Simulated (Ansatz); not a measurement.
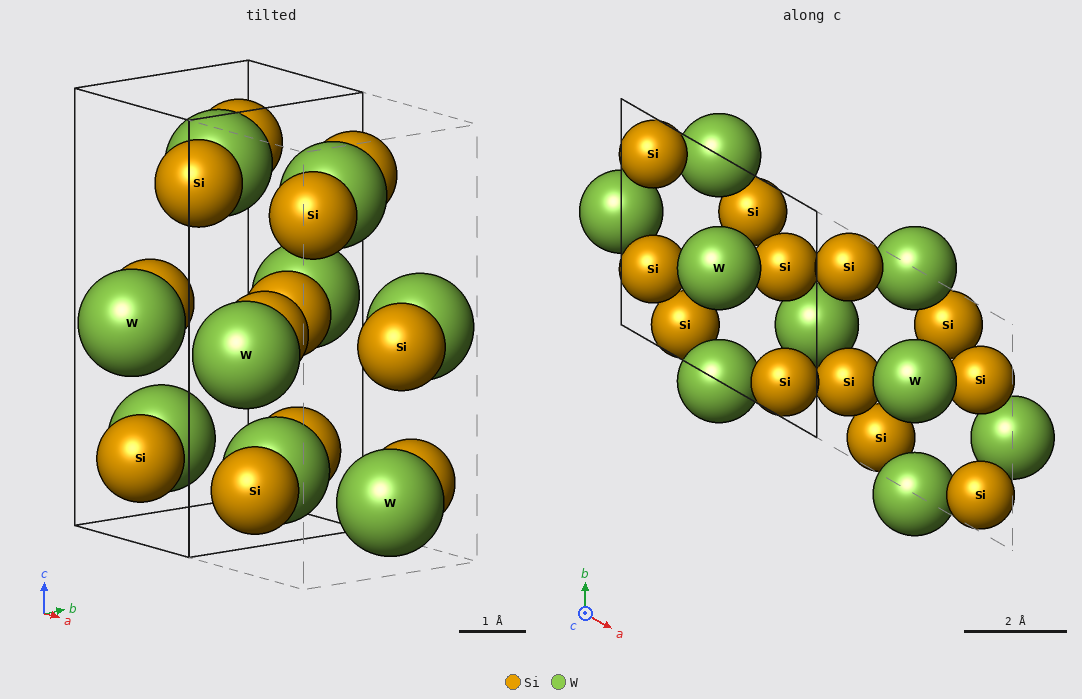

View slightly off an axis and along the c axis, drawn as a spheres-only model. The structure is repeated 2×1×1 times; solid lines mark one simulation cell.

Input
```yaml
crystal:
  lattice:
    - [4.4616844367, 0.0, 0.0]
    - [-2.2308422184, 3.8639320658, 0.0]
    - [0.0, 0.0, 6.7683901565]
  atoms:
    - { symbol: Si, position: [0.8361793875, 0.6723587749, 0.5] }
    - { symbol: Si, position: [0.1638206125, 0.8361793875, 0.8333333333] }
    - { symbol: Si, position: [0.6723587749, 0.8361793875, 0.1666666667] }
    - { symbol: Si, position: [0.1638206125, 0.3276412251, 0.5] }
    - { symbol: Si, position: [0.8361793875, 0.1638206125, 0.8333333333] }
    - { symbol: Si, position: [0.3276412251, 0.1638206125, 0.1666666667] }
    - { symbol: W, position: [0.0, 0.5, 0.1666666667] }
    - { symbol: W, position: [0.5, 0.5, 0.8333333333] }
    - { symbol: W, position: [0.5, 0.0, 0.5] }
basis:
  ecutwfc: 420
kpoints:
  mp_grid: { grid: [12, 12, 6] }
hamiltonian:
  xc: pbesol
scf:
  occupations: { method: gaussian, width: 0.15 }
output:
  forces: true
  stress: true
  eigenvalues: true
```
Run as:
```sh
ansatz run input.yaml --threads 2 --pin off --max-ram 5120MiB --backend cpu --events-out ev --progress --plain --runs-dir out
```

Computed with DFT PBEsol, scalar-relativistic, plane waves, PAW (Ansatz 0.2.0). Settings: cutoff 420 eV, a 12×12×6 k-point grid, Gaussian smearing of 0.15 eV, no spin polarisation.

> Does it come out as a metal, or with a gap?

A semiconductor at this level, with a gap of 0.22 eV on the k-mesh (the true edges may lie between mesh points, so the gap can be somewhat smaller).

> State the hydrostatic pressure.

The computed pressure is 6.8 GPa (compressed: it would expand). The stress isn't hydrostatic: its largest component is 11.6 GPa.

The cell started as a structure listed in the Materials Project. The cell was then strained or its atoms displaced on purpose. It went into a calculation with Ansatz.

At this level of theory the run's own cell isn't at rest (compressed, at 7 GPa), so its distances can differ from those at equilibrium, the more so the softer the solid.
